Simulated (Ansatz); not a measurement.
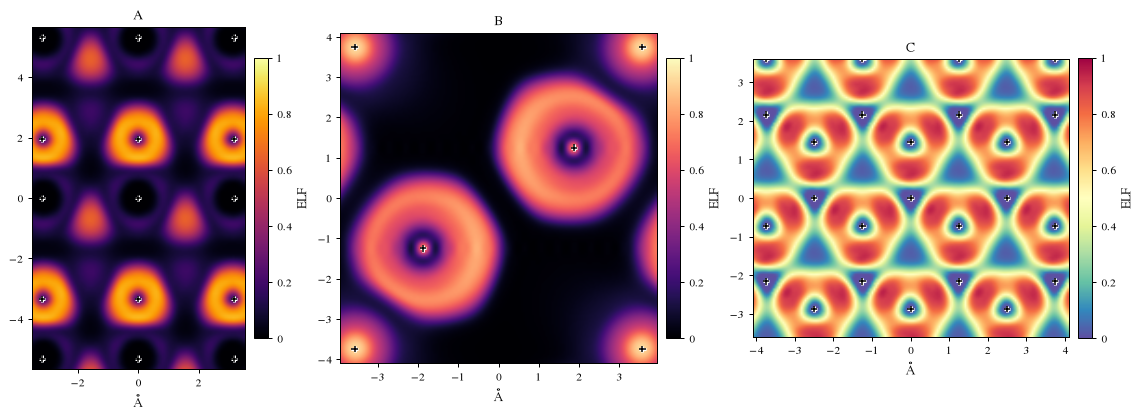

The ELF of 3 systems, each on a plane through atoms (crosses mark nuclei in the plane).

Level of theory: Ansatz, DFT, r2SCAN, PAW with Ansatz's default frozen-core files, scalar-relativistic; relaxation of cell and atoms.

System 1: CdI2, the (110) plane of the conventional cell. Space group P-3m1; changed on purpose from its base cell (in-plane strain +0.01, out-of-plane length and atoms relaxed by PAW).

```
Cd I
1.0
     4.33323    0.00000    0.00000
    -2.16662    3.75269    0.00000
     0.00000    0.00000    7.14371
Cd I
1 2
Direct
  0.00000 0.00000 0.00000
  0.33333 0.66667 0.23739
  0.66667 0.33333 0.76261
```

System 2: ZnO, the (100) plane of the conventional cell. Space group P6₃mc; changed on purpose from its base cell (in-plane strain -0.02, out-of-plane length and atoms relaxed by PAW); computed pressure about 3 GPa in this cell.

System 3: BN, the (001) plane of the conventional cell. Space group P6₃/mmc; computed pressure about 2 GPa in this cell.

```
CELL_PARAMETERS angstrom
2.49662 0.00000 0.00000
-1.24831 2.16214 0.00000
0.00000 0.00000 6.45519
ATOMIC_POSITIONS crystal
B 0.33333 0.66667 0.25000
B 0.66667 0.33333 0.75000
N 0.33333 0.66667 0.75000
N 0.66667 0.33333 0.25000
```

Question: Match each panel to its system.

Answer: Panel A is system 2, ZnO: the plane holds Zn and O. Zn–O (1.96 Å): the ELF peaks at about 0.85 in the valence shell of O, 0.6 Å from its nucleus, and is about 0.25 at the midpoint: no shared electron pair shows on this line. Panel B is system 1, CdI2: the plane holds Cd and I. Cd–I (3.02 Å): the ELF peaks at about 0.75 in the valence shell of I, 1.2 Å from its nucleus, and drops to about 0.10 between the two atoms. Panel C is system 3, BN: the plane holds B and N. B–N (1.44 Å): the ELF peaks at about 0.95 between the atoms (a polar covalent bond).
